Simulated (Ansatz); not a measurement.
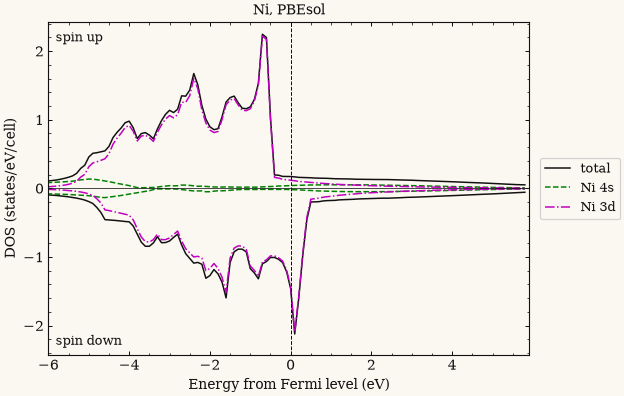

Density of states. Energies are counted from the Fermi level. The partial curves are projected on Löwdin-orthogonalised atomic shells; they sum to less than the total at higher energies, where shells without a projector contribute. Spin-down states are drawn negative.

Structure: Ni, space group Fm-3m (No. 225), 1 atom in the cell.

Method: DFT PBEsol, scalar-relativistic, plane waves, PAW, spin-polarised, 20×20×20 k mesh, 420 eV cutoff, Gaussian smearing of 0.1 eV (Ansatz).

What is the density of states at the Fermi level?

It is a metal. The density of states at the Fermi level is about 1.7 per eV and cell (mean within 0.25 eV).

What carries the states at the Fermi level?

By projected weight, the states within 0.3 eV of the Fermi level are Ni 3d almost alone.

How spin-polarised are the states at the Fermi level?

At the Fermi level spin up gives about 0.17 and spin down about 1.5 states per eV, a polarisation (up − down)/(up + down) of about −0.8.

Is the cell magnetic? Give the net moment.

The two spin channels differ: the cell has a net moment of 0.6 μB, with spin up in the majority.

Where is the centre of the Ni 3d band?

Over the range shown, the centre of the Ni 3d weight lies 1.9 eV below the Fermi level, and about 90 % of the shell is filled. The centres of the two spins are 0.7 eV apart (the exchange splitting).
